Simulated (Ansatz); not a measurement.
```cif
data_structure
_symmetry_space_group_name_H-M 'P 1'
_symmetry_Int_Tables_number 1
_cell_length_a 6.3191
_cell_length_b 6.3191
_cell_length_c 18.6521
_cell_angle_alpha 90.000
_cell_angle_beta 90.000
_cell_angle_gamma 120.000
_cell_volume 645.01
loop_
_atom_site_label
_atom_site_type_symbol
_atom_site_fract_x
_atom_site_fract_y
_atom_site_fract_z
_atom_site_occupancy
S1 S 0.16667 0.33333 0.21445 1
S2 S 0.16667 0.83333 0.21445 1
S3 S 0.66667 0.33333 0.21445 1
S4 S 0.66667 0.83333 0.21445 1
W1 W 0.33333 0.16667 0.29895 1
W2 W 0.33333 0.66667 0.29895 1
W3 W 0.83333 0.16667 0.29895 1
W4 W 0.83333 0.66667 0.29895 1
S5 S 0.16667 0.33333 0.38345 1
S6 S 0.16667 0.83333 0.38345 1
S7 S 0.66667 0.33333 0.38345 1
S8 S 0.66667 0.83333 0.38345 1
S9 S 0.33333 0.41667 0.48013 1
```

Not relaxed (largest force 1.8 eV/Å); PAW files of the earlier set (soft_1); the program warned that a starting moment wasn't kept; spin-polarised, but the moments vanished.

Computed with DFT PBE+D3(BJ), scalar-relativistic, plane waves, PAW in Ansatz 0.2.0.

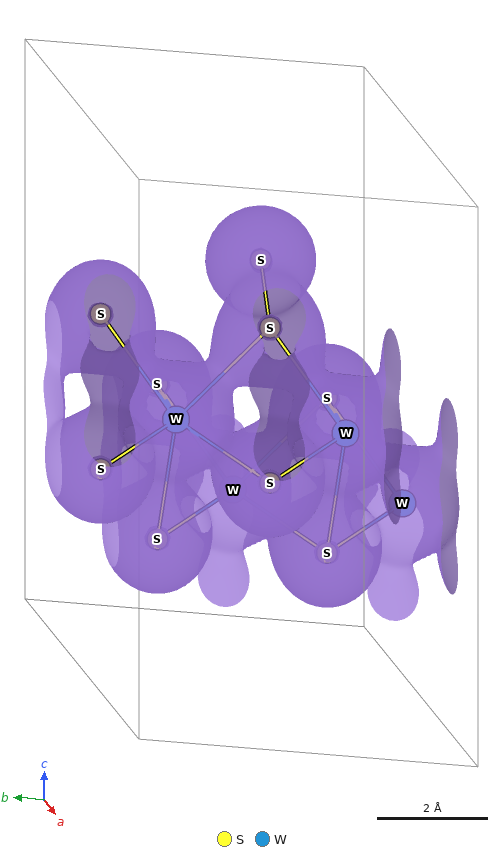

W4S9 (slab). Isosurface of the valence pseudo-density at 0.5 e/Å³ (purple), seen at an oblique angle. Sticks mark near contacts.

In a PAW calculation such maps are meaningful between the atoms, not at the nuclei.

Question: Which contacts does the surface bridge?

Answer: At this value the density is joined into sheets; it holds about 70 % of the electrons treated as valence (semicore included). It bridges the shortest S–S (2.02 Å) and W–S (2.41 Å) contacts, where the density stays above the isovalue. On the grid the lowest density along these lines, outside the cores, is 1 e/Å³ (S–S, 2.02 Å) and 0.63 e/Å³ (W–S, 2.41 Å).
